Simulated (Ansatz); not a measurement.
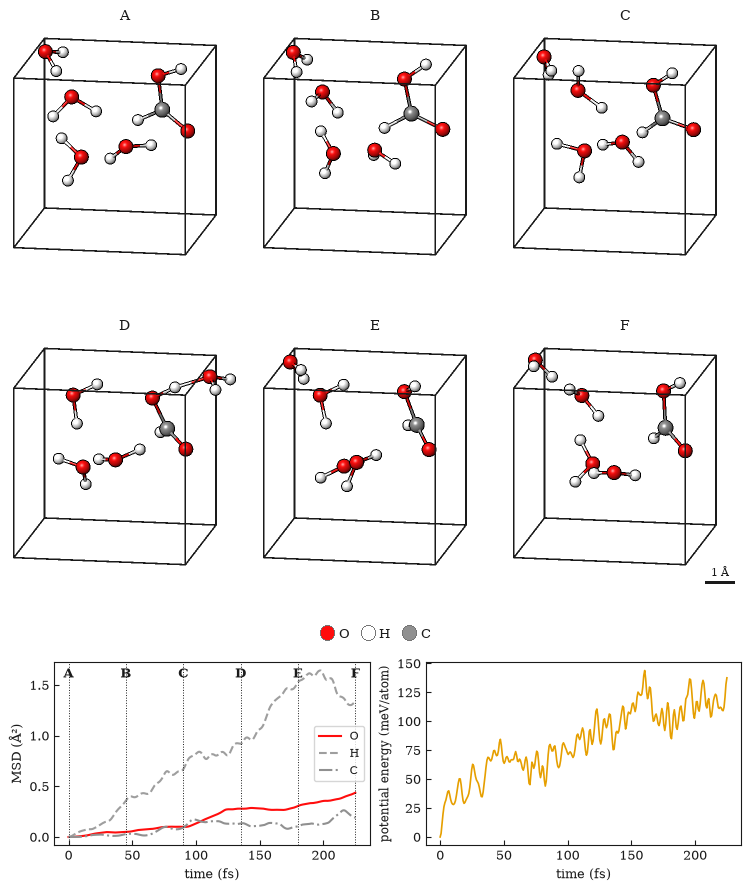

A Born-Oppenheimer molecular dynamics run of a periodic cell with 4 H2O + 1 HCOOH at 0.824 g/cm³, 225 fs long. Frames (A at 0 fs, B at 45 fs, C at 90 fs, D at 135 fs, E at 180 fs, F at 225 fs) and the history of the run. A ball-and-stick model of the simulation cell, seen slightly off an axis. Atoms that leave the cell re-enter on the other side.

Level of theory: DFT LDA, scalar-relativistic, plane waves, PAW in Ansatz 0.2.0. Set-up: plane-wave cutoff 420 eV; k-point mesh 1 × 1 × 1; Fermi-Dirac smearing 0.02 eV; Langevin thermostat (NVT); set temperature 700 K; time step 0.75 fs; friction 0.02 per fs.

Input
```yaml
crystal:
  lattice:
    - [6.196286, 0.0, 0.0]
    - [0.0, 6.196286, 0.0]
    - [0.0, 0.0, 6.196286]
  atoms:
    - { symbol: O, position: [0.37212131, 0.06820791, 1.00920027] }
    - { symbol: H, position: [0.49089428, 0.15340725, 0.92568275] }
    - { symbol: H, position: [0.23977037, 0.14706285, 0.97778621] }
    - { symbol: O, position: [0.65889134, 0.58931988, 0.538009] }
    - { symbol: H, position: [0.56992065, 0.7206905, 0.53096383] }
    - { symbol: H, position: [0.57938307, 0.48351862, 0.44396858] }
    - { symbol: O, position: [0.66649135, 0.27445947, 0.81928918] }
    - { symbol: H, position: [0.6457914, 0.41325461, 0.73501514] }
    - { symbol: H, position: [0.73854546, 0.17950942, 0.71723203] }
    - { symbol: O, position: [0.38225087, 0.27998238, 0.39807486] }
    - { symbol: H, position: [0.34710334, 0.158533, 0.49548389] }
    - { symbol: H, position: [0.38147632, 0.20164113, 0.25597425] }
    - { symbol: O, position: [0.24937079, 0.70420411, 0.86472288] }
    - { symbol: C, position: [0.21965861, 0.7224625, 0.65755248] }
    - { symbol: O, position: [0.27409686, 0.88066709, 0.55157261] }
    - { symbol: H, position: [0.3118805, 0.84888267, 0.9248348] }
    - { symbol: H, position: [0.16111747, 0.57012811, 0.57692105] }
basis:
  ecutwfc: 420.0
kpoints:
  mp_grid: { grid: [1, 1, 1] }
hamiltonian:
  xc: lda
scf:
  occupations: { method: fermi_dirac, width: 0.02 }
  lower_state_search: "off"
md:
  timestep: 0.75
  n_steps: 300
  ensemble: nvt_langevin
  temperature: 700.0
  initial_velocities: maxwell_boltzmann
  seed: 827318
  friction: 0.02
```

Run as
```bash
ansatz run input.yaml --threads 1 --pin off --max-ram 3072MiB --backend cpu --events-out ev --progress --plain --runs-dir out
```

Describe the run.

Answer. Over the second half the temperature averages 743 K (spread ±81 K). The potential energy in the second half lies on average 107 meV per atom above the first frame. Root-mean-square distances from the starting positions over the second half, with the common drift of all atoms taken out: H 1.12 Å, O 0.55 Å, C 0.38 Å. The heavy atoms stay within a fraction of a molecule's size of their starting places, while the hydrogen atoms travel further, as molecules turn; so short a run doesn't tell a liquid from a solid.

Limits of the set-up: the periodic images lie only 6.2 Å apart, so the values are limited by the cell's size.

Cost: 2.4 min on 1 thread of Intel(R) Xeon(R) Platinum 8488C (Sapphire Rapids), with other jobs on the host, peak memory 0.38 GiB.
